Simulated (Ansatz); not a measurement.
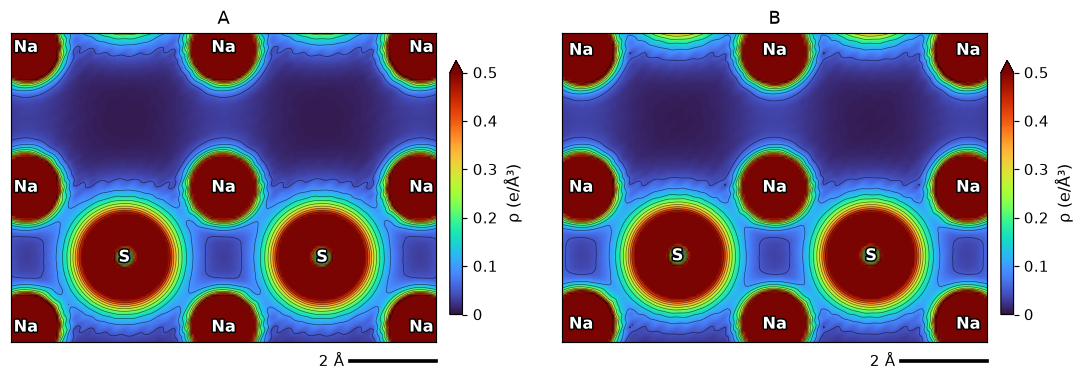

Na$_{2}$S. The valence charge density (pseudo) of two cells that differ in size, on the (101̄) plane of each (indices in the axes of the calculation cell), at one length scale and on one colour scale; one has 21.5 and the other 22.9 Å³ an atom.

Computed with DFT PBE, scalar-relativistic, plane waves, PAW in Ansatz 0.2.0.

Core electrons are frozen (PAW), and the valence fields are smoothed inside the atomic spheres.

The larger cell:

```yaml
crystal:
  lattice:
    - [0.00000, 3.25083, 3.25083]
    - [3.25083, 0.00000, 3.25083]
    - [3.25083, 3.25083, 0.00000]
  atoms:
    - { symbol: Na, position: [0.25000, 0.25000, 0.25000] }
    - { symbol: Na, position: [0.75000, 0.75000, 0.75000] }
    - { symbol: S, position: [0.00000, 0.00000, 0.00000] }
```

The smaller cell: a = 4.501 Å, b = 4.501 Å, c = 4.501 Å, α = 60.00°, β = 60.00°, γ = 60.00°.

Which panel shows the smaller cell, and what does the compression change?

Answer. Panel B is the smaller cell, by 6 % in volume. From the larger cell to the smaller, Na–S goes from 2.82 to 2.76 Å, and the density at its midpoint from 0.17 to 0.19 e/Å³; the pressure goes from 0.9 to 3.2 GPa; the Kohn–Sham gap goes from 2.5 eV to 2.8 eV.
